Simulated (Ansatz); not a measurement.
System: Fe₂O, space group Fm-3m (No. 225) (one of a set of cubic test structures, which need not be the stable phase).

Method: equation of state of a cubic crystal from periodic Kohn-Sham density functional theory without spin, third-order Birch-Murnaghan fit to the free energies; pressure corrected for the finite basis (Ansatz 0.2.0 development build). Level: PBE.

structure type antifluorite; atoms in cell 3; space group number 225; lattice centring face-centred primitive; k mesh 38×38×38; occupation method Fermi–Dirac; occupation width 0.06123 eV; wave cutoff 420 eV; datasets soft-1 PAW; density tolerance 1e−07 eV; bands 23; density cutoff ratio 4; search for lower states default.

Describe the result: the energy above the lowest point and pressure against volume. The volume takes the values 9.21, 9.41, 9.60, 9.80, 9.99, 10.19, 10.39 Å³/atom.

A third-order Birch–Murnaghan fit gives V0 = 9.80 Å³/atom, B0 = 201 GPa and B′ = 4.4. The energy above the lowest point is 25.1 meV/atom at volume 9.21 Å³/atom and 19.7 meV/atom at 10.39 Å³/atom; the lowest computed point is at volume 9.80 Å³/atom (0.0 meV/atom), in a single well. The pressure falls from 14.4 GPa at volume 9.21 Å³/atom to −10.2 GPa at 10.39 Å³/atom, and changes sign near 9.80 Å³/atom.

```tsv
volume (Å³/atom)	energy above the lowest point (meV/atom)	pressure (GPa)
9.21	25.1	14.4
9.41	10.8	9.1
9.60	2.7	4.3
9.80	0.0	0.1
9.99	2.3	-3.7
10.19	9.0	-7.2
10.39	19.7	-10.2
```

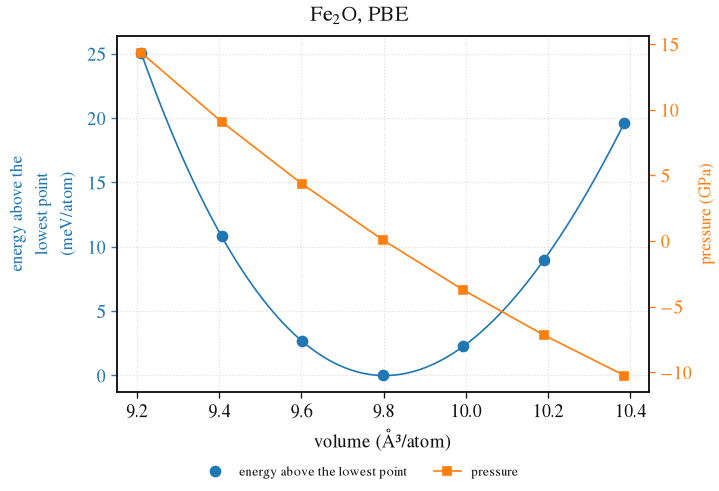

Limits of the calculation: cubic model structure, not the ambient form; no spin polarisation, a magnetic state may lie lower.
